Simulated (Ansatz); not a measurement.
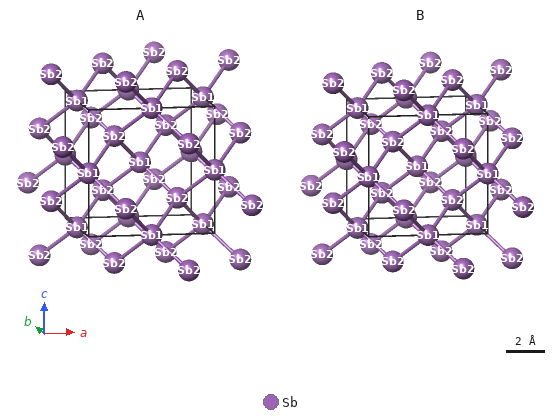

Two geometries of solid Sb (built on the diamond_227 type) (coarse preliminary run), drawn at one scale. One is the start of a relaxation, the other its converged end. Style: ball-and-stick. Shown: the conventional cell (4 times the calculation's cell), slightly off an axis. Lengths and directions refer to the drawn axes.

Level of theory: DFT r2SCAN, scalar-relativistic, plane waves, PAW (Ansatz 0.2.0). Settings: plane-wave cutoff 500 eV; k-point mesh 4 × 4 × 4; occupations gaussian; smearing width 0.1 eV; no spin polarisation; cell and atoms relaxed; force threshold 0.04 eV/Å; at most 70 steps.

Which one is relaxed?

Answer. Structure A is the relaxed one. Case: diamond type (Fd-3m, No. 227). No atom moves by more than 0.005 Å relative to the cell. Cell: a = b = c 6.490 → 6.867 Å (+5.8 %). Volume +18.5 %. Near-neighbour distances that change, for instance: Sb1–Sb2 2.810 → 2.974 Å. The space group stays Fd-3m (No. 227). After 2 accepted moves (3 points after the start) the energy has fallen by 144 meV per atom. All forces vanish by symmetry, so only the cell relaxes. Pressure: 8.30 GPa at the start and 0.36 GPa at the end. At 1 point the geometry stayed and the basis and grid were re-selected for the new cell (energy shift of 0.5 meV per atom at most each time). The run took about 13 core-seconds on a shared host.
